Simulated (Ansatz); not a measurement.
**ZnO: a changed input and its effect**

System: ZnO (P4₂/mnm, 8 atoms in the cell).
Method of the first run: DFT, PBE, dispersion d4, plane waves, PAW, no spin polarisation (Ansatz 0.2.0).

The structure derives from a Materials Project entry. Text and figures count atoms from 1; the logs count them from 0 in places.

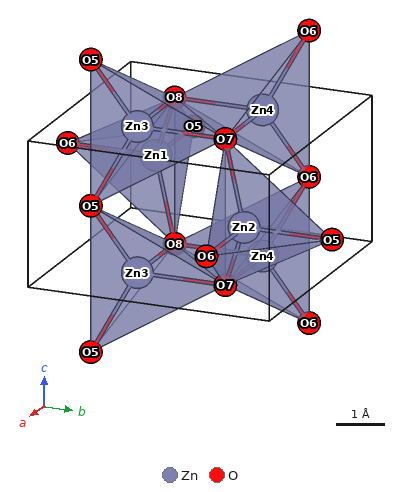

Figure 1. The starting structure (polyhedral view of the cell of the calculation, seen slightly off an axis; polyhedra are completed across the faces of the cell; atoms are numbered from 1 in the order of the input).

Input file, the first run:
```yaml
crystal:
  lattice:
    - [5.51757007, 0.0, 0.0]
    - [0.0, 5.51757007, 0.0]
    - [0.0, 0.0, 3.25877877]
  atoms:
    - { symbol: Zn, position: [0.18197284, 0.18197284, 0.5] }
    - { symbol: Zn, position: [0.81802716, 0.81802716, 0.5] }
    - { symbol: Zn, position: [0.68197284, 0.31802716, 0.0] }
    - { symbol: Zn, position: [0.31802716, 0.68197284, 0.0] }
    - { symbol: O, position: [0.81724723, 0.18275277, 0.5] }
    - { symbol: O, position: [0.18275277, 0.81724723, 0.5] }
    - { symbol: O, position: [0.68275277, 0.68275277, 0.0] }
    - { symbol: O, position: [0.31724723, 0.31724723, 0.0] }
basis:
  ecutwfc: 420
kpoints:
  mp_grid: { grid: [6, 6, 8], shift: [0.5, 0.5, 0.5] }
hamiltonian:
  xc: pbe
  dispersion: d4
scf:
  occupations: { method: gaussian, width: 0.02 }
  mixing: { preconditioner: none }
output:
  forces: true
  eigenvalues: true
  stress: true
relax:
  adjacent_minimum: "off"
  f_tol: 0.005
  max_steps: 80
  cell: { stress_tol: 0.05 }
```

Launched with:
```bash
ansatz run input.yaml --threads 2 --pin off --max-ram 5120MiB --backend cpu --events-out ev --progress --plain --runs-dir out
```

Hardware: 2 threads of Arm Neoverse V2, 24 GiB of memory available, shared host.

Output, shortened to warnings, some set-up lines, iterations and results (the first run):
```
Basis set: ecut = 420 eV, 1967 PW (Γ), exchange–correlation on 80×80×48 points (8 copies of the dense FFT grid, shifted against one another)
Symmetry: 16 space group operations
k-points: 24 of 288
Initial density: superposition of atomic densities (neutral atoms: chi_scale 0, normalization atom), corrected by the library's trained network
[...]
SCF iter   1: F=—  HF=-15548.971927 eV  |F-HF|=—  |Δ(HF+E_count)|=         —  Δρ=1.41e-3  dr2=1.04e-3  ethr=1.77e-3  ⟨swp⟩=6.3  Hψ=4052  notcnv=0  defer=1
SCF iter   2: F=—  HF=-15548.974536 eV  |F-HF|=—  |Δ(HF+E_count)|=   2.61e-3  Δρ=7.13e-4  dr2=1.72e-4  ethr=1.44e-6  ⟨swp⟩=2.5  Hψ=2319  notcnv=0  defer=62
SCF iter   3: F=—  HF=-15548.974492 eV  |F-HF|=—  |Δ(HF+E_count)|=   4.41e-5  Δρ=3.54e-4  dr2=5.19e-5  ethr=2.39e-7  ⟨swp⟩=2.0  Hψ=1761  notcnv=0  defer=62
SCF iter   4: F=—  HF=-15548.974649 eV  |F-HF|=—  |Δ(HF+E_count)|=   1.57e-4  Δρ=2.79e-4  dr2=6.08e-5  ethr=7.22e-8  ⟨swp⟩=2.0  Hψ=1857  notcnv=0  defer=62
SCF iter   5: F=—  HF=-15548.974633 eV  |F-HF|=—  |Δ(HF+E_count)|=   1.61e-5  Δρ=7.48e-5  dr2=4.30e-6  ethr=7.22e-8  ⟨swp⟩=2.2  Hψ=1639  notcnv=0  defer=62
[... 35 lines ...]
SCF iter   4: F=—  HF=-15548.982476 eV  |F-HF|=—  |Δ(HF+E_count)|=   4.01e-9  Δρ=1.71e-6  dr2=2.51e-9  ethr=5.28e-12  ⟨swp⟩=2.0  Hψ=1920  notcnv=0
SCF iter   5: F=—  HF=-15548.982476 eV  |F-HF|=—  |Δ(HF+E_count)|=  4.91e-10  Δρ=8.62e-7  dr2=4.78e-10  ethr=3.49e-12  ⟨swp⟩=2.0  Hψ=1920  notcnv=0
SCF iter   6: F=-15548.982476 eV  HF=-15548.982476 eV  |F-HF|=3.27e-11  |Δ(HF+E_count)|=  8.37e-11  Δρ=3.86e-7  dr2=4.27e-11  ethr=1.00e-12  ⟨swp⟩=2.9  Hψ=4186  notcnv=0
SCF 6 converged in 6 iterations: F = -15548.982476 eV  dr2 = 4.27e-11
relax step   6: F+E_penalty+E_count = -15548.98247573 eV  Δ(F+E_penalty+E_count) = -2.061e-4 eV  max|allowed force component| = 4.974e-4 eV/Å  Δτ_max = 0.0000 Å  P = +0.005 …
basis re-selected at this cell: Δ(F+E_penalty+E_count) = -2.061e-4 eV, ΔP = +0.002 GPa vs the last step (what re-selecting the basis moved, of the pressure what is left beyond the Pulay correction that the steps carried, after the strain that the cell walked since its last selection, with what the …
SCF converged after 6 iterations
Free energy (F): -15548.982476 eV
Harris-Foulkes:  -15548.982476 eV  (|F-HF|=3.27e-11)
Internal energy: -15548.982476 eV  (E = F + TS)
E sigma→0 (E₀):  -15548.982476 eV
Fermi energy:    7.184270 eV
--- Per-component energies (eV) ---
  E_band       = 84.238196
  E_kinetic    = 1222.446564
  E_local      = -8363.761085  (includes V_loc(G=0)·N_el)
  E_nonlocal   = 2670.572197
  E_hartree    = 3446.424578
  E_xc         = -839.412884
  E_vxc        = -578.983861  (∫ρ·V_xc dr)
  E_paw        = -7960.970407  (= ΣΔE_a)
  E_vpaw       = -1758.893344  (= ΣTr[D̂ρ^β])
  E_aug_tail   = 0.008208  (compensation charges beyond the density's cutoff)
  E_ewald      = -5722.488397
  E_disp       = -1.801250  (pairwise vdW)
  E_smearing   = -0.000000  (= −TS)
  E_closure    = -0.000000  (closes the sum)
  Σ components = -15548.982476   (vs F -15548.982476, Δ=0.00e0)
--- Forces (eV/Å), atoms counted from 1 ---
  atom   1  Zn     0.00049740     0.00049740     0.00000000
  atom   2  Zn    -0.00049740    -0.00049740    -0.00000000
  atom   3  Zn     0.00049740    -0.00049740    -0.00000000
  atom   4  Zn    -0.00049740     0.00049740     0.00000000
  atom   5  O     -0.00037986     0.00037986     0.00000000
  atom   6  O      0.00037986    -0.00037986    -0.00000000
  atom   7  O      0.00037986     0.00037986     0.00000000
  atom   8  O     -0.00037986    -0.00037986    -0.00000000
  max |Σ_I F_I| component: 7.16e-18 eV/Å
--- Stress (GPa, compression-positive) ---
        0.008331       0.000000       0.000000
        0.000000       0.008331       0.000000
        0.000000       0.000000      -0.002973
  P = ⅓ Tr σ = 0.0046 GPa (0.046 kbar)
--- Relaxed structure (4 steps of the walk, 4 accepted, 2 SCFs on fresh bases) ---
  F+E_penalty+E_count = -15548.98247573 eV   max|allowed force component| = 4.974e-4 eV/Å   (the final SCF, on the basis selected at the relaxed cell)
  cell:  # Å, volume = 100.5683 Å³
    - [5.54534898591446, 3.7301375245568663e-34, 0.0]
[...]
```

For the second run the input was changed thus:
```diff
-  mp_grid: { grid: [6, 6, 8], shift: [0.5, 0.5, 0.5] }
+  mp_grid: { grid: [6, 6, 8] }
-  dispersion: d4
-  mixing: { preconditioner: none }
+  write_density: true
+  write_potential: true
+  elf: true
+  volumetric_format: npy
```

What does this change do to the results?

The total energies belong to different models, so their difference says nothing on which is more stable or more accurate. The gap on the mesh goes from 1.43 to 0.76 eV. The volume per atom goes from 12.57 to 12.89 Å³. The SCF takes 48 iterations over all geometry steps against 33. The irreducible k-points go from 24 to 50. On the same kind of shared host the second run took about 2.8 times as long.

Output, shortened to warnings, some set-up lines, iterations and results (the second run):
```
Basis set: ecut = 420 eV, 1967 PW (Γ), exchange–correlation on 80×80×48 points (8 copies of the dense FFT grid, shifted against one another)
Symmetry: 16 space group operations
k-points: 50 of 288
Initial density: superposition of atomic densities (neutral atoms: chi_scale 0, normalization atom), corrected by the library's trained network
[...]
SCF iter   1: F=—  HF=-15547.143558 eV  |F-HF|=—  |Δ(HF+E_count)|=         —  Δρ=1.43e-3  dr2=1.06e-3  ethr=1.77e-3  ⟨swp⟩=6.3  Hψ=8489  notcnv=0  defer=1
SCF iter   2: F=—  HF=-15547.145950 eV  |F-HF|=—  |Δ(HF+E_count)|=   2.39e-3  Δρ=5.72e-4  dr2=1.40e-4  ethr=1.47e-6  ⟨swp⟩=2.6  Hψ=4733  notcnv=0  defer=90
SCF iter   3: F=—  HF=-15547.146014 eV  |F-HF|=—  |Δ(HF+E_count)|=   6.35e-5  Δρ=4.09e-4  dr2=1.22e-4  ethr=1.94e-7  ⟨swp⟩=2.0  Hψ=3661  notcnv=0  defer=90
SCF iter   4: F=—  HF=-15547.146072 eV  |F-HF|=—  |Δ(HF+E_count)|=   5.85e-5  Δρ=1.25e-4  dr2=1.33e-5  ethr=1.69e-7  ⟨swp⟩=2.2  Hψ=3660  notcnv=0  defer=90
SCF iter   5: F=—  HF=-15547.146097 eV  |F-HF|=—  |Δ(HF+E_count)|=   2.50e-5  Δρ=4.36e-5  dr2=1.83e-6  ethr=1.85e-8  ⟨swp⟩=2.0  Hψ=3588  notcnv=0  defer=90
[... 54 lines ...]
SCF iter   3: F=—  HF=-15547.205147 eV  |F-HF|=—  |Δ(HF+E_count)|=   2.77e-5  Δρ=1.37e-5  dr2=6.55e-9  ethr=1.35e-10  ⟨swp⟩=2.0  Hψ=3726  notcnv=0
SCF iter   4: F=—  HF=-15547.205150 eV  |F-HF|=—  |Δ(HF+E_count)|=   3.49e-6  Δρ=1.10e-6  dr2=2.89e-10  ethr=9.10e-12  ⟨swp⟩=2.0  Hψ=4000  notcnv=0
SCF iter   5: F=-15547.205150 eV  HF=-15547.205150 eV  |F-HF|=3.35e-10  |Δ(HF+E_count)|=   1.22e-8  Δρ=3.44e-7  dr2=7.12e-11  ethr=1.00e-12  ⟨swp⟩=6.0  Hψ=10646  notcnv=0
SCF 8 converged in 5 iterations: F = -15547.205150 eV  dr2 = 7.12e-11
relax step   8: F+E_penalty+E_count = -15547.20515014 eV  Δ(F+E_penalty+E_count) = -9.717e-4 eV  max|allowed force component| = 3.112e-5 eV/Å  Δτ_max = 0.0000 Å  P = +0.006 …
basis re-selected at this cell: Δ(F+E_penalty+E_count) = -9.717e-4 eV, ΔP = +0.005 GPa vs the last step (what re-selecting the basis moved, of the pressure what is left beyond the Pulay correction that the steps carried, after the strain that the cell walked since its last selection, with what the …
SCF converged after 5 iterations
Free energy (F): -15547.205150 eV
Harris-Foulkes:  -15547.205150 eV  (|F-HF|=3.35e-10)
Internal energy: -15547.205150 eV  (E = F + TS)
E sigma→0 (E₀):  -15547.205150 eV
Fermi energy:    6.615457 eV
--- Per-component energies (eV) ---
  E_band       = 64.122554
  E_kinetic    = 1219.885440
  E_local      = -8445.336876  (includes V_loc(G=0)·N_el)
  E_nonlocal   = 2670.386418
  E_hartree    = 3478.221213
  E_xc         = -838.408600
  E_vxc        = -577.609880  (∫ρ·V_xc dr)
  E_paw        = -7961.221756  (= ΣΔE_a)
  E_vpaw       = -1759.653872  (= ΣTr[D̂ρ^β])
  E_aug_tail   = 0.008265  (compensation charges beyond the density's cutoff)
  E_ewald      = -5670.739254
  E_smearing   = -0.000000  (= −TS)
  E_closure    = 0.000000  (closes the sum)
  Σ components = -15547.205150   (vs F -15547.205150, Δ=0.00e0)
--- Forces (eV/Å), atoms counted from 1 ---
  atom   1  Zn    -0.00003112    -0.00003112     0.00000000
  atom   2  Zn     0.00003112     0.00003112     0.00000000
  atom   3  Zn    -0.00003112     0.00003112     0.00000000
  atom   4  Zn     0.00003112    -0.00003112     0.00000000
  atom   5  O     -0.00000916     0.00000916     0.00000000
  atom   6  O      0.00000916    -0.00000916     0.00000000
  atom   7  O      0.00000916     0.00000916     0.00000000
  atom   8  O     -0.00000916    -0.00000916     0.00000000
  max |Σ_I F_I| component: 2.60e-18 eV/Å
--- Stress (GPa, compression-positive) ---
        0.009402       0.000000       0.000000
        0.000000       0.009402       0.000000
        0.000000       0.000000      -0.000978
  P = ⅓ Tr σ = 0.0059 GPa (0.059 kbar)
--- Relaxed structure (6 steps of the walk, 6 accepted, 2 SCFs on fresh bases) ---
  F+E_penalty+E_count = -15547.20515014 eV   max|allowed force component| = 3.112e-5 eV/Å   (the final SCF, on the basis selected at the relaxed cell)
  cell:  # Å, volume = 103.1444 Å³
    - [5.608465902413944, 6.3484071331400516e-34, 0.0]
    - [6.3484071331400516e-34, 5.608465902413944, 0.0]
    - [0.0, 0.0, 3.2791201898638436]
[...]
```

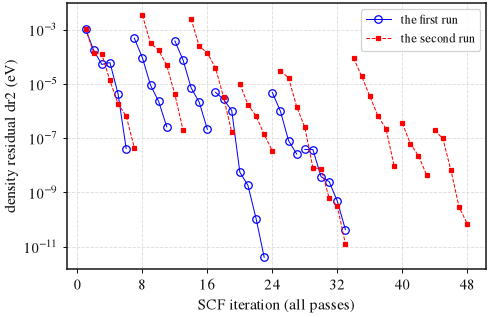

Figure 2. Convergence of the two runs: density residual dr2 against the SCF iteration. A break in a curve parts two SCF passes. The first run takes 33 iterations in all, and the second run takes 48.

The two runs side by side:

```tsv
quantity	the first run	the second run
outcome	converged	converged
free energy per atom (eV)	−1943.6228	−1943.4006
gap on the mesh (eV)	1.43	0.76
pressure (GPa)	0.00	0.01
volume per atom (Å³)	12.57	12.89
largest force (eV/Å)	0.001	0.000
SCF iterations	33	48
irreducible k-points	24	50
wall time (shared host)	18 s	50 s
```
